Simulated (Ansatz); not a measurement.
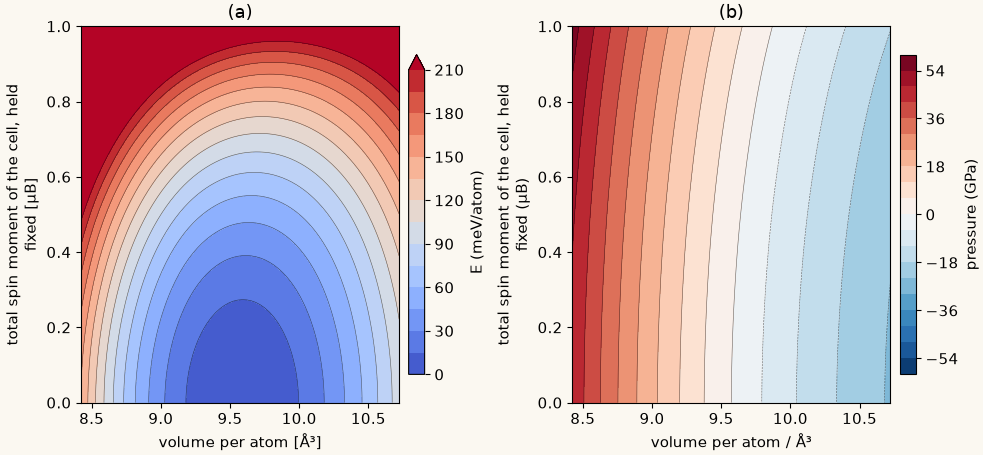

TiN (Fm-3m, No. 225; 2 atoms in the cell). The energy is mapped over volume and a fixed ferromagnetic moment. The first coordinate is: volume per atom; the second: total spin moment of the cell, held fixed. Nothing is relaxed (shape and fractional coordinates fixed). Grid: 7 × 9 points. Points are written as (first, second). Energies are in meV/atom, from the lowest grid point. The moment is held fixed and parallel; antiferromagnetic orders weren't tried. Theory: DFT PBE, scalar-relativistic, plane waves, PAW in Ansatz. Settings: cutoff 520 eV, k-mesh 20×20×20, gaussian smearing 0.15 eV.

Panel (a) is the energy and panel (b) the computed pressure on the same grid.

In the figure: filled contours, one colour for all values above the top of the scale. Between grid points the surface is interpolated.

> How does the pressure vary over the map, and what is it at the lowest grid point?

It runs from −25 GPa at (10.72 Å³, 0.000 μB) to 57 GPa at (8.42 Å³, 1.000 μB). At the lowest grid point, (9.57 Å³, 0.000 μB), it is 0 GPa. That point lies on the edge of the scan.

```tsv
second ↓, first →	8.42	8.81	9.19	9.57	9.96	10.34	10.72
1.000	57	37	21	8	−2	−11	−18
0.875	54	35	19	6	−4	−13	−20
0.750	52	33	17	4	−6	−14	−21
0.625	50	31	16	3	−7	−15	−22
0.500	49	30	14	2	−8	−16	−23
0.375	48	29	14	1	−9	−17	−24
0.250	47	28	13	1	−10	−18	−24
0.125	47	28	13	0	−10	−18	−25
0.000	46	28	12	0	−10	−18	−25
```

PAW datasets: the set soft_1.
